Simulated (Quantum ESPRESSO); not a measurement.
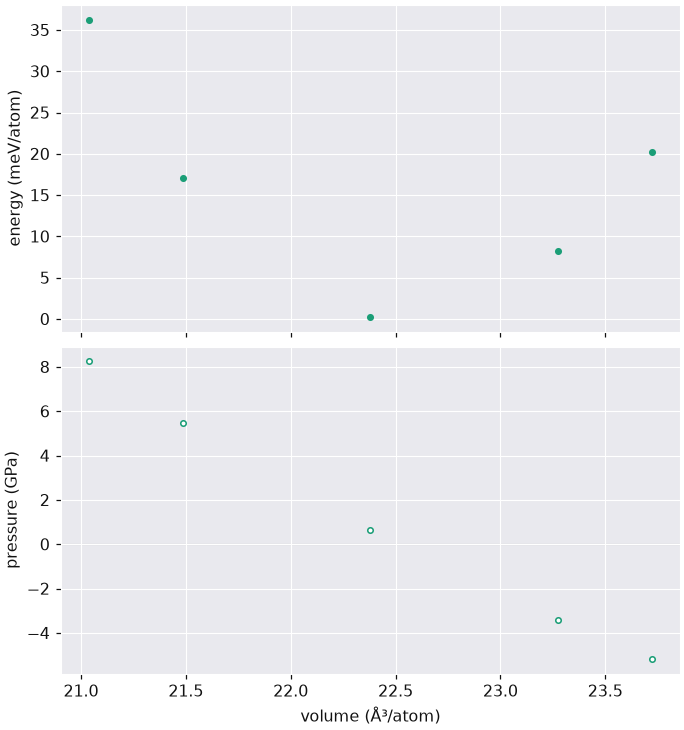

Plotted: energy and pressure against volume for Hf, space group P6_3/mmc (No. 194).

Cell as given: a = 3.197 Å, b = 3.197 Å, c = 5.058 Å, α = 90.00°, β = 90.00°, γ = 120.00°; 2 atoms.

Method: plane-wave DFT, no spin polarisation; energies at scaled volumes of the given cell, shape and fractions fixed, counted from the fit's minimum, third-order Birch-Murnaghan fit (Quantum ESPRESSO 7.5). Level: PBE.

```tsv
setting	value
k mesh	10×10×5
occupations	Fermi–Dirac
smearing width	0.05 eV
potentials	PseudoDojo 0.4.1 SR PBE standard
wave cutoff	789.1 eV
density cutoff	3157 eV
```

The points at volume 21.93 Å³/atom and 22.83 Å³/atom are left out of the plot. What values does the calculation give there?

```json
{"volume (Å³/atom)": "21.93", "energy (meV/atom)": "5.29", "pressure (GPa)": "2.96"}
{"volume (Å³/atom)": "22.83", "energy (meV/atom)": "1.44", "pressure (GPa)": "-1.48"}
```

Limits of the calculation: shape and atomic fractions are frozen while scaling, which makes layered, chain and framework solids too stiff.
